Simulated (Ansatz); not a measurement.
# Single-point calculation of Cd$_{7}$Se$_{8}$ (charge −2) (part 2 of 2)

Cd$_{7}$Se$_{8}$ (defect cell, 15 atoms in the cell, total charge −2); DFT PBE, scalar-relativistic, plane waves, PAW, no spin polarisation (Ansatz 0.2.0); cutoff 420 eV, 4×4×4 k-mesh, Gaussian smearing of 0.05 eV. The structure derives from an entry of the Crystallography Open Database. It belongs to a series of runs on one base structure; here: half-way along the straight path, unrelaxed.

Geometry of the input (Å; fractional positions):
```
2.1919  -3.7965  7.1529
2.1919  -3.7965  -7.1529
4.3838  7.5930  0.0000
Cd 0.6665  0.6646  0.3207
Cd 0.1714  0.1789  0.8367
Cd 0.6619  0.6686  0.8441
Cd 0.3725  0.1068  0.2500
Cd 0.0958  0.5938  0.1793
Cd 0.5678  0.0745  0.6559
Cd 0.0847  0.5922  0.6633
Se 0.8459  0.4658  0.3268
Se 0.3584  0.9844  0.3277
Se 0.8546  0.4773  0.8348
Se 0.3598  0.9864  0.8433
Se 0.7806  0.9067  0.1723
Se 0.2691  0.3890  0.1732
Se 0.7698  0.8925  0.6652
Se 0.2665  0.3931  0.6567
```

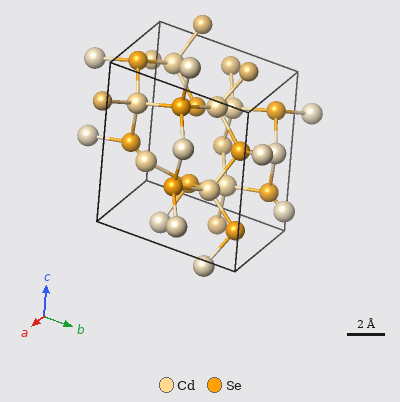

*The structure as given in the input (ball-and-stick view of the cell of the calculation, seen slightly off an axis; neighbours outside the cell are drawn fainter).*

Output, continued
```
  k-point 1: bands = ["-102.2313", "-96.3324", "-96.2826", "-95.7053", "-95.6982", "-95.4355", "-95.3930", "-65.6546", "-62.2276", "-62.1025", "-57.4221", "-57.3940", "-57.3762", "-57.3753", "-57.3443", "-57.3227", "-56.7824", "-56.7822", "-56.7664", "-56.7597", "-56.7597", "-56.7453", "-56.5213", "-56.4973", "-56.4812", "-56.4783", "-56.4573", "-56.4307", "-46.4567", "-46.3700", "-46.1039", "-45.2814", "-45.2801", "-40.8610", "-40.8581", "-40.8448", "-40.8294", "-40.8269", "-40.7338", "-40.7265",
      "-40.6781", "-40.6734", "-40.6682", "-40.6602", "-40.6418", "-40.6408", "-40.6405", "-40.6309", "-40.5786", "-40.5753", "-40.5271", "-40.5065", "-40.4952", "-40.4535", "-40.4497", "-40.3986", "-40.3757", "-40.3641", "-40.0579", "-40.0575", "-39.9918", "-39.9875", "-39.9670", "-39.3323", "-39.3320", "-39.2529", "-39.2201", "-39.2043", "-11.7253", "-9.7909", "-9.6268", "-6.2746", "-6.2490", "-6.2393", "-6.0703", "-5.9882", "-5.8527", "-5.7282", "-5.4696", "-5.3377",
      "-4.5462", "-2.4447", "-2.3283", "-2.2974", "-2.2830", "-2.2552", "-2.2440", "-2.2318", "-2.1854", "-2.1735", "-2.1155", "-1.7889", "-1.7260", "-1.7143", "-1.6886", "-1.6676", "-1.6523", "-1.6357", "-1.6158", "-1.6061", "-1.5128", "-1.4733", "-1.4088", "-1.3782", "-1.3612", "-1.3279", "-1.3151", "-1.2959", "-1.2516", "-1.2099", "-1.1402", "1.2840", "1.5871", "2.1135", "2.2346", "2.5118", "2.6937", "3.0695", "3.5621", "3.7383",
      "4.2047", "4.3806", "4.5109", "4.6084", "4.6787", "4.7891", "4.9277", "5.0084", "5.1102", "5.3197", "5.5078", "5.5801", "5.7941", "6.2296", "6.5542", "6.9896", "8.0230", "8.5859", "8.7707", "9.0805", "9.3760", "9.8259", "10.0257", "10.3888", "10.7609", "10.8896", "11.1084", "11.3159", "11.4935", "11.9030", "12.0273", "12.0559", "12.4389", "12.5863", "12.6524", "12.8819", "12.9618", "13.1238", "13.2316", "13.3841",
      "13.5673", "13.6840"]
  k-point 2: bands = ["-102.2314", "-96.3324", "-96.2826", "-95.7053", "-95.6982", "-95.4355", "-95.3930", "-65.6554", "-62.2276", "-62.1025", "-57.4221", "-57.3940", "-57.3762", "-57.3753", "-57.3443", "-57.3227", "-56.7824", "-56.7822", "-56.7664", "-56.7597", "-56.7597", "-56.7453", "-56.5213", "-56.4973", "-56.4812", "-56.4784", "-56.4573", "-56.4307", "-46.4567", "-46.3700", "-46.1040", "-45.2814", "-45.2801", "-40.8610", "-40.8581", "-40.8448", "-40.8294", "-40.8269", "-40.7338", "-40.7265",
      "-40.6781", "-40.6734", "-40.6682", "-40.6602", "-40.6418", "-40.6408", "-40.6405", "-40.6309", "-40.5786", "-40.5753", "-40.5271", "-40.5065", "-40.4952", "-40.4535", "-40.4497", "-40.3986", "-40.3757", "-40.3641", "-40.0579", "-40.0575", "-39.9918", "-39.9875", "-39.9670", "-39.3323", "-39.3320", "-39.2529", "-39.2201", "-39.2043", "-11.7258", "-9.7908", "-9.6271", "-6.2615", "-6.2483", "-6.2345", "-6.0583", "-6.0128", "-5.8389", "-5.7463", "-5.4752", "-5.3375",
      "-4.5487", "-2.4265", "-2.3436", "-2.2964", "-2.2775", "-2.2600", "-2.2472", "-2.2366", "-2.1899", "-2.1666", "-2.1363", "-1.7889", "-1.7263", "-1.6993", "-1.6922", "-1.6729", "-1.6566", "-1.6376", "-1.6156", "-1.6073", "-1.5229", "-1.4601", "-1.4337", "-1.3832", "-1.3577", "-1.3326", "-1.3276", "-1.2915", "-1.2353", "-1.2122", "-1.1553", "1.3790", "1.8909", "2.2052", "2.3068", "2.5264", "2.7509", "3.1481", "3.4276", "3.8132",
      "3.9191", "4.0425", "4.2173", "4.5162", "4.6501", "4.7527", "4.8561", "4.9985", "5.0617", "5.2196", "5.4350", "5.5999", "5.6411", "6.1538", "6.5211", "7.3544", "8.2701", "9.1605", "9.2469", "9.4404", "9.5080", "9.6392", "10.4069", "10.5999", "10.9437", "11.0488", "11.2129", "11.4179", "11.4915", "11.7038", "11.8698", "11.9997", "12.1674", "12.3539", "12.5348", "12.5624", "12.7826", "12.9745", "13.1349", "13.3167",
      "13.4872", "13.5749"]
  k-point 35: bands = ["-102.2313", "-96.3324", "-96.2826", "-95.7053", "-95.6982", "-95.4355", "-95.3930", "-65.6549", "-62.2276", "-62.1025", "-57.4221", "-57.3940", "-57.3762", "-57.3753", "-57.3443", "-57.3227", "-56.7824", "-56.7822", "-56.7664", "-56.7597", "-56.7597", "-56.7453", "-56.5213", "-56.4973", "-56.4812", "-56.4783", "-56.4573", "-56.4307", "-46.4567", "-46.3700", "-46.1040", "-45.2814", "-45.2801", "-40.8610", "-40.8581", "-40.8448", "-40.8294", "-40.8269", "-40.7338", "-40.7265",
      "-40.6781", "-40.6734", "-40.6682", "-40.6602", "-40.6418", "-40.6408", "-40.6405", "-40.6309", "-40.5786", "-40.5753", "-40.5271", "-40.5065", "-40.4952", "-40.4535", "-40.4497", "-40.3986", "-40.3757", "-40.3641", "-40.0579", "-40.0575", "-39.9918", "-39.9875", "-39.9670", "-39.3323", "-39.3320", "-39.2529", "-39.2201", "-39.2043", "-11.7251", "-9.7910", "-9.6270", "-6.2557", "-6.2493", "-6.2156", "-6.0549", "-6.0185", "-5.8503", "-5.7558", "-5.4736", "-5.3424",
      "-4.5553", "-2.4259", "-2.3458", "-2.3053", "-2.2762", "-2.2565", "-2.2410", "-2.2352", "-2.1907", "-2.1662", "-2.1438", "-1.7596", "-1.7487", "-1.7100", "-1.6852", "-1.6687", "-1.6495", "-1.6209", "-1.6106", "-1.5955", "-1.5691", "-1.4510", "-1.4494", "-1.3851", "-1.3700", "-1.3637", "-1.3266", "-1.3220", "-1.2983", "-1.1840", "-1.1546", "1.8676", "1.9793", "2.2932", "2.5995", "2.7649", "2.8709", "2.9305", "3.3278", "3.4272",
      "3.5690", "4.0154", "4.2261", "4.4623", "4.5338", "4.7174", "4.8056", "4.9151", "5.0002", "5.1499", "5.3272", "5.3619", "5.5165", "5.8658", "6.3896", "8.2978", "8.7997", "8.9391", "9.1645", "9.6466", "9.9027", "10.0738", "10.3609", "10.4515", "10.6559", "10.7724", "11.0612", "11.2627", "11.5932", "11.6542", "11.9351", "12.1827", "12.2221", "12.3500", "12.5486", "12.7074", "12.7260", "12.8440", "12.9974", "13.0858",
      "13.3161", "13.6213"]
```

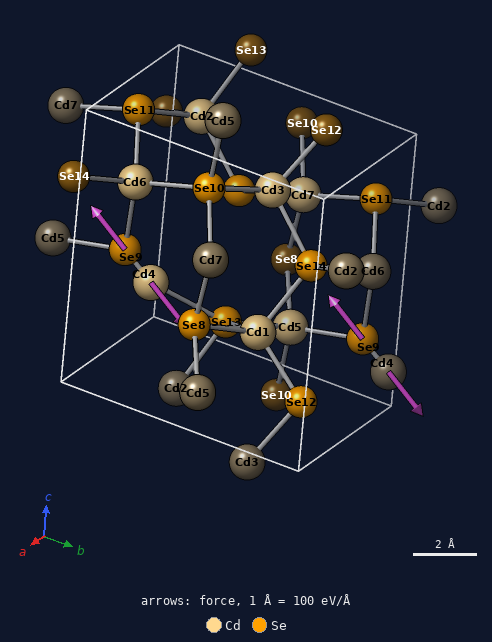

*Forces on the atoms as pink arrows (ball-and-stick view of the cell of the calculation, seen slightly off an axis; neighbours outside the cell are drawn fainter; atoms are numbered from 1 in the order of the input); the smallest are left out.*

The largest act on Cd4 (185.42 eV/Å); Se9 (184.32 eV/Å). The geometry is not a stationary point of this energy.

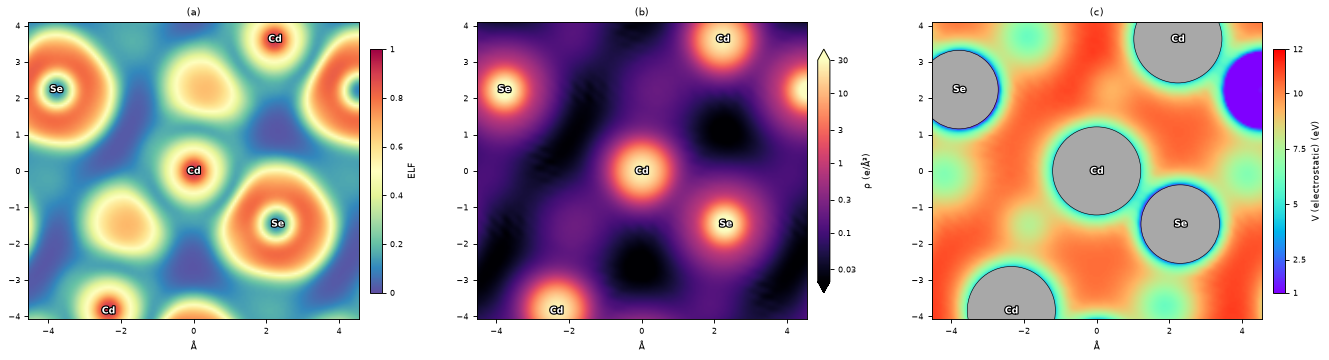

*(a) electron localisation function; (b) valence electron density; (c) electrostatic potential (local pseudopotential plus Hartree) felt by an electron on the (001) plane of the calculation cell. Grey discs, where drawn, cover atomic cores.*

The section cuts through Cd and Se sites. Away from the nuclei the density in this plane falls to 0.02 e/Å³ at its lowest. The strong features right at Cd lie inside the PAW spheres (semicore, d or f shells) and say nothing about bonding. Outside the cores the potential energy rises away from the atoms and is highest about 2.0 Å from the nearest atoms; outside the discs it spans about 10 eV, and its zero is arbitrary. In a PAW calculation such maps are meaningful between the atoms, not at the nuclei.

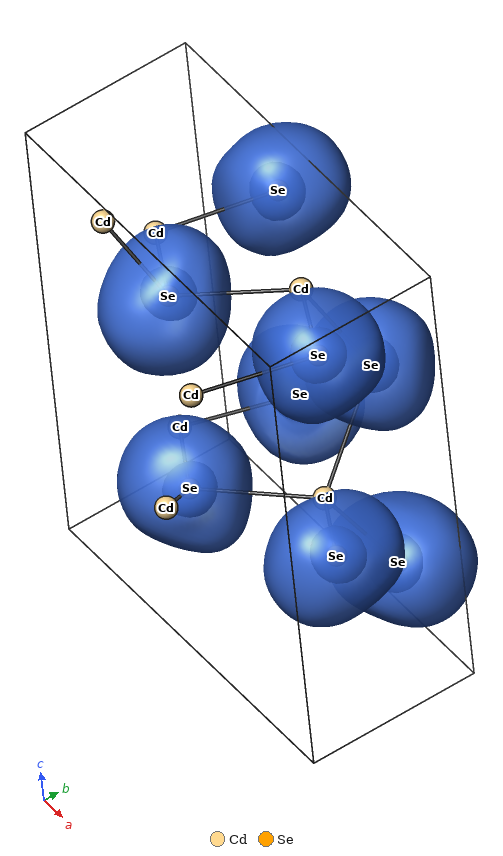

*Isosurface of the ELF at 0.65 (blue), seen slightly off an axis. Core shells and regions of very low density are left out. Sticks mark near contacts. The outline is the calculation cell.*

Values along the shortest contacts: Cd–Se (1.35 Å): the ELF is about 0.35 at the midpoint.

Summary

- outcome: converged
- electrons treated: 270
- free energy: −101486.6122 eV
- Fermi energy: 6.639 eV
- gap on the k-point mesh: 0.06 eV
- pressure: 26.91 GPa
- largest force (length of the vector): 185.418 eV/Å
- wall time: 2.6 min (CPU time 10 min)
- peak memory: 2.9 GiB
